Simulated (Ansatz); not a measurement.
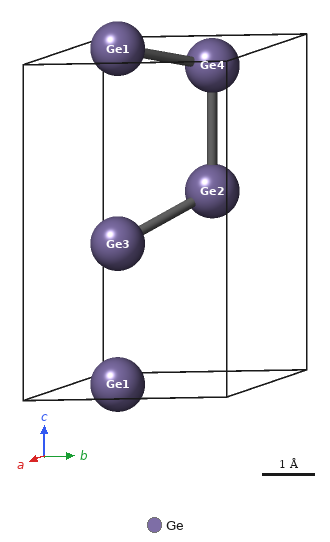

Fig. 1: The structure (ball-and-stick view of the cell of the calculation, seen slightly off an axis; atoms are numbered from 1 in the order of the input). An atom can appear more than once, as a periodic image. Near neighbours in the periodic cell (some may lie outside the picture): Ge has 3 Ge at 2.37 to 2.45 Å; Ge has 4 Ge at 2.37 to 2.47 Å.

# Two runs on Ge

System: Ge (4 atoms in the cell).
Method of run A: DFT r2SCAN, scalar-relativistic, plane waves, PAW, no spin polarisation (Ansatz 0.2.0).

The structure derives from a Materials Project entry. Text and figures count atoms from 1; the logs count them from 0 in places.

**Input file, run A**
```yaml
crystal:
  lattice:
    - [3.9956487021, 0.0, 0.0]
    - [-1.9978243511, 3.4603332806, 0.0]
    - [0.0, 0.0, 6.602710985]
  atoms:
    - { symbol: Ge, position: [0.6666666667, 0.3333333333, 0.0175455519] }
    - { symbol: Ge, position: [0.3333333333, 0.6666666667, 0.5629814343] }
    - { symbol: Ge, position: [0.6666666667, 0.3333333333, 0.4370185657] }
    - { symbol: Ge, position: [0.3333333333, 0.6666666667, 0.9370185657] }
basis:
  ecutwfc: 500
kpoints:
  mp_grid: { grid: [12, 12, 6] }
hamiltonian:
  xc: r2scan
scf:
  occupations: { method: gaussian, width: 0.03 }
output:
  forces: true
  stress: true
  eigenvalues: true
```

Command:
```bash
ansatz run input.yaml --threads 1 --pin off --max-ram 2560MiB --backend cpu --events-out ev --progress --plain --runs-dir out
```

Hardware: 1 thread of Arm Neoverse V1, 24 GiB of memory available, shared host.

**Output, shortened to warnings, some set-up lines, iterations and results (run A)**
```
Basis set: ecut = 500 eV, 2311 PW (Γ), exchange–correlation on 120×120×200 points (64 copies of the dense FFT grid, shifted against one another)
Symmetry: 6 space group operations
k-points: 100 of 864 (time reversal used)
Initial density: superposition of atomic densities (neutral atoms: chi_scale 0, normalization atom), corrected by the library's trained network
[...]
SCF iter   1: F=—  HF=-17211.092841 eV  |F-HF|=—  |Δ(HF+E_count)|=         —  Δρ=6.64e-3  dr2=1.59e-2  dr2_τ=9.30e-3  ethr=1.77e-3  ⟨swp⟩=6.4  Hψ=13287  notcnv=0  defer=1
SCF iter   2: F=—  HF=-17211.110367 eV  |F-HF|=—  |Δ(HF+E_count)|=   1.75e-2  Δρ=1.90e-3  dr2=1.51e-3  dr2_τ=4.75e-5  ethr=2.83e-5  ⟨swp⟩=2.0  Hψ=7468  notcnv=0  defer=136
SCF iter   3: F=—  HF=-17211.110575 eV  |F-HF|=—  |Δ(HF+E_count)|=   2.08e-4  Δρ=1.27e-3  dr2=6.06e-4  dr2_τ=7.08e-6  ethr=2.70e-6  ⟨swp⟩=2.0  Hψ=4289  notcnv=0  defer=36
SCF iter   4: F=—  HF=-17211.110705 eV  |F-HF|=—  |Δ(HF+E_count)|=   1.30e-4  Δρ=1.88e-4  dr2=2.44e-5  dr2_τ=4.27e-7  ethr=1.08e-6  ⟨swp⟩=2.0  Hψ=3816  notcnv=0  defer=36
SCF iter   5: F=—  HF=-17211.110703 eV  |F-HF|=—  |Δ(HF+E_count)|=   1.70e-6  Δρ=4.29e-5  dr2=1.48e-6  dr2_τ=1.82e-8  ethr=4.35e-8  ⟨swp⟩=2.0  Hψ=6067  notcnv=0  defer=36
SCF iter   6: F=—  HF=-17211.110704 eV  |F-HF|=—  |Δ(HF+E_count)|=   3.96e-7  Δρ=1.43e-5  dr2=2.18e-7  dr2_τ=2.90e-9  ethr=2.64e-9  ⟨swp⟩=2.1  Hψ=5510  notcnv=0  defer=36
SCF iter   7: F=-17211.110704 eV  HF=-17211.110704 eV  |F-HF|=4.25e-9  |Δ(HF+E_count)|=   1.29e-7  Δρ=3.43e-6  dr2=1.87e-8  dr2_τ=2.77e-10  ethr=1.79e-10  ⟨swp⟩=6.4  Hψ=13065 …
SCF 1 converged in 7 iterations: F = -17211.110704 eV  dr2 = 1.87e-8
SCF converged after 7 iterations
Free energy (F): -17211.110704 eV
Harris-Foulkes:  -17211.110704 eV  (|F-HF|=4.25e-9)
Internal energy: -17211.110616 eV  (E = F + TS)
E sigma→0 (E₀):  -17211.110660 eV
Entropy (-TS):   -0.000087 eV (-0.022 meV/atom)
Fermi energy:    8.547038 eV
--- Per-component energies (eV) ---
  E_band       = -643.222101
  E_kinetic    = 444.497658
  E_local      = -9980.591724  (includes V_loc(G=0)·N_el)
  E_nonlocal   = 1679.969468
  E_hartree    = 4385.790025
  E_xc         = -276.554264
  E_vxc        = -271.856466  (∫ρ·V_xc dr)
  E_paw        = -8136.260151  (= ΣΔE_a)
  E_vpaw       = -1302.111438  (= ΣTr[D̂ρ^β])
  E_aug_tail   = 0.000064  (compensation charges beyond the density's cutoff)
  E_vtau       = 15.286954  (kinetic-family band-sum trace: ∫τ·v_τ [+ j·A + Jᵃ·Aᵃ] dr)
  E_ewald      = -5323.618631
  E_core_change = -4.343063  (= ΣΔE_core)
  E_smearing   = -0.000087  (= −TS)
  E_closure    = -0.000000  (closes the sum)
  Σ components = -17211.110704   (vs F -17211.110704, Δ=0.00e0)
--- Forces (eV/Å), atoms counted from 1 ---
  atom   1  Ge     0.00000000    -0.00000000     2.57557408
  atom   2  Ge    -0.00000000     0.00000000    -0.42760954
  atom   3  Ge     0.00000000    -0.00000000    -1.04929533
  atom   4  Ge    -0.00000000     0.00000000    -1.09867929
  max |Σ_I F_I| component: 1.01e-5 eV/Å
--- Stress (GPa, compression-positive) ---
        2.953652       0.000000      -0.000000
        0.000000       2.953652       0.000000
       -0.000000       0.000000      -1.935750
  P = ⅓ Tr σ = 1.3239 GPa (13.239 kbar)
```

For run B the input was changed thus:
```diff
-    - { symbol: Ge, position: [0.6666666667, 0.3333333333, 0.0175455519] }
+    - { symbol: Ge, position: [0.6666666667, 0.3333333333, -0.0278903305] }
```

What does this change do to the results?

With the same functional and potentials, run B lies 216.2 meV per atom higher. The pressure goes from 1.32 to 3.81 GPa. The largest force goes from 2.576 to 2.841 eV/Å. The SCF takes 8 iterations against 7.

**Output, shortened to warnings, some set-up lines, iterations and results (run B)**
```
Basis set: ecut = 500 eV, 2311 PW (Γ), exchange–correlation on 120×120×200 points (64 copies of the dense FFT grid, shifted against one another)
Symmetry: 6 space group operations
k-points: 100 of 864 (time reversal used)
Initial density: superposition of atomic densities (neutral atoms: chi_scale 0, normalization atom), corrected by the library's trained network
[...]
SCF iter   1: F=—  HF=-17210.228287 eV  |F-HF|=—  |Δ(HF+E_count)|=         —  Δρ=7.40e-3  dr2=3.14e-2  dr2_τ=9.59e-3  ethr=1.77e-3  ⟨swp⟩=6.4  Hψ=13407  notcnv=0  defer=1
SCF iter   2: F=—  HF=-17210.247010 eV  |F-HF|=—  |Δ(HF+E_count)|=   1.87e-2  Δρ=2.87e-3  dr2=1.20e-2  dr2_τ=6.03e-5  ethr=5.60e-5  ⟨swp⟩=2.0  Hψ=7464  notcnv=0  defer=136
SCF iter   3: F=—  HF=-17210.245641 eV  |F-HF|=—  |Δ(HF+E_count)|=   1.37e-3  Δρ=1.75e-3  dr2=2.46e-3  dr2_τ=2.39e-5  ethr=2.15e-5  ⟨swp⟩=2.0  Hψ=4175  notcnv=0  defer=36
SCF iter   4: F=—  HF=-17210.245824 eV  |F-HF|=—  |Δ(HF+E_count)|=   1.83e-4  Δρ=4.15e-4  dr2=2.57e-4  dr2_τ=2.88e-6  ethr=4.40e-6  ⟨swp⟩=6.7  Hψ=9213  notcnv=0  defer=135
SCF iter   5: F=—  HF=-17210.245837 eV  |F-HF|=—  |Δ(HF+E_count)|=   1.29e-5  Δρ=1.28e-4  dr2=1.76e-5  dr2_τ=2.10e-7  ethr=4.60e-7  ⟨swp⟩=2.0  Hψ=5514  notcnv=0  defer=136
SCF iter   6: F=—  HF=-17210.245838 eV  |F-HF|=—  |Δ(HF+E_count)|=   1.34e-6  Δρ=6.06e-5  dr2=2.59e-6  dr2_τ=3.44e-8  ethr=3.14e-8  ⟨swp⟩=2.0  Hψ=6068  notcnv=0  defer=136
SCF iter   7: F=—  HF=-17210.245838 eV  |F-HF|=—  |Δ(HF+E_count)|=   7.55e-8  Δρ=1.62e-5  dr2=2.32e-7  dr2_τ=3.39e-9  ethr=4.63e-9  ⟨swp⟩=2.0  Hψ=5108  notcnv=0  defer=136
SCF iter   8: F=-17210.245838 eV  HF=-17210.245838 eV  |F-HF|=3.76e-9  |Δ(HF+E_count)|=   1.33e-7  Δρ=3.25e-6  dr2=9.23e-9  dr2_τ=1.84e-10  ethr=1.79e-10  ⟨swp⟩=8.6  Hψ=12865 …
SCF 1 converged in 8 iterations: F = -17210.245838 eV  dr2 = 9.23e-9
SCF converged after 8 iterations
Free energy (F): -17210.245838 eV
Harris-Foulkes:  -17210.245838 eV  (|F-HF|=3.76e-9)
Internal energy: -17210.245721 eV  (E = F + TS)
E sigma→0 (E₀):  -17210.245780 eV
Entropy (-TS):   -0.000117 eV (-0.029 meV/atom)
Fermi energy:    8.288686 eV
--- Per-component energies (eV) ---
  E_band       = -647.168292
  E_kinetic    = 445.379773
  E_local      = -10100.935694  (includes V_loc(G=0)·N_el)
  E_nonlocal   = 1679.341468
  E_hartree    = 4442.981680
  E_xc         = -276.897342
  E_vxc        = -272.421042  (∫ρ·V_xc dr)
  E_paw        = -8135.059694  (= ΣΔE_a)
  E_vpaw       = -1299.890427  (= ΣTr[D̂ρ^β])
  E_aug_tail   = 0.000068  (compensation charges beyond the density's cutoff)
  E_vtau       = 15.393611  (kinetic-family band-sum trace: ∫τ·v_τ [+ j·A + Jᵃ·Aᵃ] dr)
  E_ewald      = -5260.712917
  E_core_change = -4.343063  (= ΣΔE_core)
  E_smearing   = -0.000117  (= −TS)
  E_closure    = 0.000000  (closes the sum)
  Σ components = -17210.245838   (vs F -17210.245838, Δ=0.00e0)
--- Forces (eV/Å), atoms counted from 1 ---
  atom   1  Ge     0.00000000    -0.00000000     2.84123554
  atom   2  Ge    -0.00000000     0.00000000    -0.87101250
  atom   3  Ge     0.00000000    -0.00000000    -1.16008253
  atom   4  Ge    -0.00000000     0.00000000    -0.81011775
  max |Σ_I F_I| component: 2.28e-5 eV/Å
--- Stress (GPa, compression-positive) ---
        6.103237      -0.000000      -0.000000
        0.000000       6.103237       0.000000
       -0.000000       0.000000      -0.783137
  P = ⅓ Tr σ = 3.8078 GPa (38.078 kbar)
```

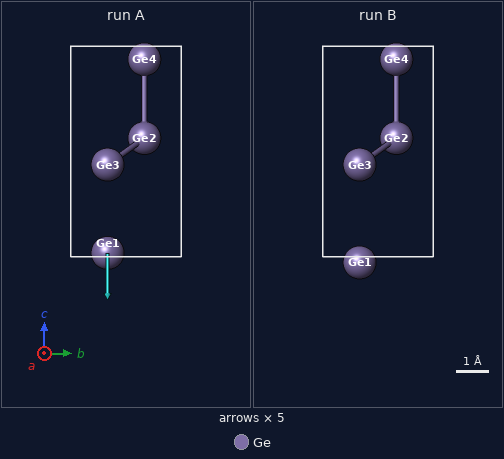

Fig. 2: The two input geometries at one scale (ball-and-stick view of the cell of the calculation, along the a axis). The teal arrows on the first give the shifts of the atoms relative to the cell, magnified 5 times. The atom that moves furthest is Ge1 (0.30 Å). The cell stays as it was. Among the contacts that change: Ge1–Ge4 2.367 → 2.318 Å.

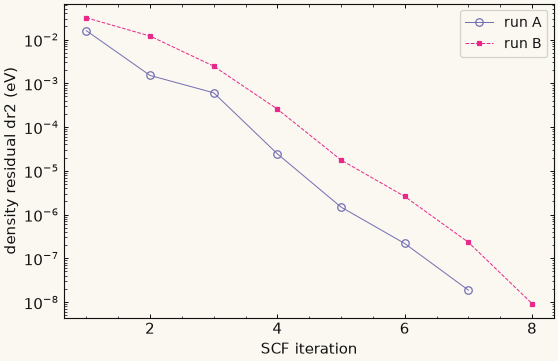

Fig. 3: Convergence of the two runs: density residual dr2 against the SCF iteration. Run A takes 7 iterations in all, and run B takes 8.

**The two runs side by side**

```csv
quantity,run A,run B
outcome,converged,converged
free energy per atom (eV),−4302.7777,−4302.5615
gap on the mesh (eV),0.00,0.00
pressure (GPa),1.32,3.81
largest force (eV/Å),2.576,2.841
SCF iterations,7,8
irreducible k-points,100,100
plane waves at Γ,2311,2311
wall time (shared host),64 s,75 s
```
